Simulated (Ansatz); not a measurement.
System: Be2H3O.

Input file:

```
crystal:
  lattice:
    - [2.6349299395, 0.0, 0.0]
    - [-1.3174649698, 2.2819162648, 0.0]
    - [0.0, 0.0, 22.3956798237]
  atoms:
    - { symbol: Be, position: [0.6666666667, 0.3333333333, 0.8295000996] }
    - { symbol: Be, position: [0.0, 0.0, 0.6197039497] }
    - { symbol: Be, position: [0.3333333333, 0.6666666667, 0.1704999004] }
    - { symbol: Be, position: [0.0, 0.0, 0.3802960503] }
    - { symbol: H, position: [0.0, 0.0, 0.0168244413] }
    - { symbol: H, position: [0.0, 0.0, 0.9831755587] }
    - { symbol: H, position: [0.6666666667, 0.3333333333, 0.6559264785] }
    - { symbol: H, position: [0.3333333333, 0.6666666667, 0.5834761749] }
    - { symbol: H, position: [0.3333333333, 0.6666666667, 0.3440735215] }
    - { symbol: H, position: [0.6666666667, 0.3333333333, 0.4165238251] }
    - { symbol: O, position: [0.3333333333, 0.6666666667, 0.8294907909] }
    - { symbol: O, position: [0.6666666667, 0.3333333333, 0.1705092091] }
basis:
  ecutwfc: 420
kpoints:
  mp_grid: { grid: [12, 12, 2] }
hamiltonian:
  xc: pbe
scf:
  occupations: { method: gaussian, width: 0.02 }
output:
  forces: true
  stress: true
  eigenvalues: true
  write_density: true
  write_potential: true
  elf: true
  volumetric_format: npy
relax:
  adjacent_minimum: "off"
  f_tol: 0.01
  max_steps: 30
  cell: { stress_tol: 0.1, fix: [volume] }
```

Launched as:

```sh
ansatz run input.yaml --threads 1 --pin off --max-ram 2560MiB --backend cpu --events-out ev --progress --plain --runs-dir out
```

Below, planes, directions and counts refer to the conventional cell (a = 2.60 Å, b = 2.60 Å, c = 22.97 Å, α = 90.00°, β = 90.00°, γ = 120.00°).

The fields are those of the run's last geometry, not of the input's.

Space group P-3m1; a generated structure, not necessarily the stable one; changed on purpose from its base cell (volume × 1.10, shape and atoms relaxed).

Level of theory: Ansatz, DFT PBE, scalar-relativistic, plane waves, PAW.

**What will maps of the valence pseudo-density and electron localisation function show?**

Be–O (1.50 Å): ρ is about 1.3 e/Å³ halfway; the ELF peaks at about 0.85 between the atoms, as expected for a polar covalent bond.

**Metal or insulator at this level of theory?**

It is gapped, with a Kohn–Sham gap of 4.3 eV on the k-point mesh, an upper bound to the gap of this method.

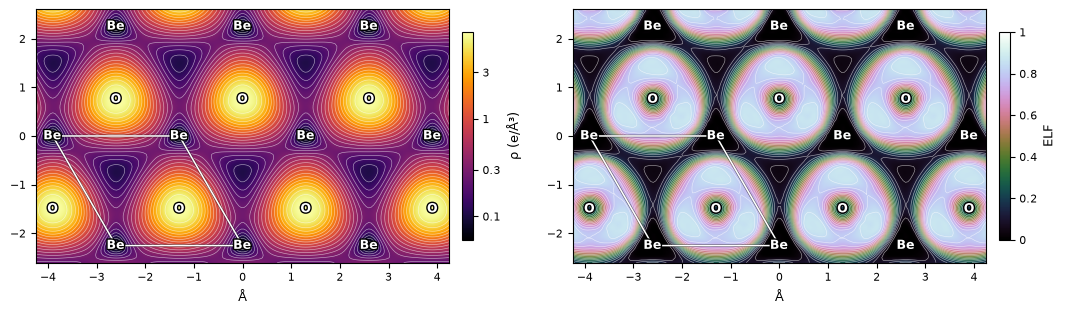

Computed valence pseudo-density and electron localisation function on the (001) plane of the conventional cell, in this order. 

In a PAW calculation such maps are meaningful between the atoms, not at the nuclei.
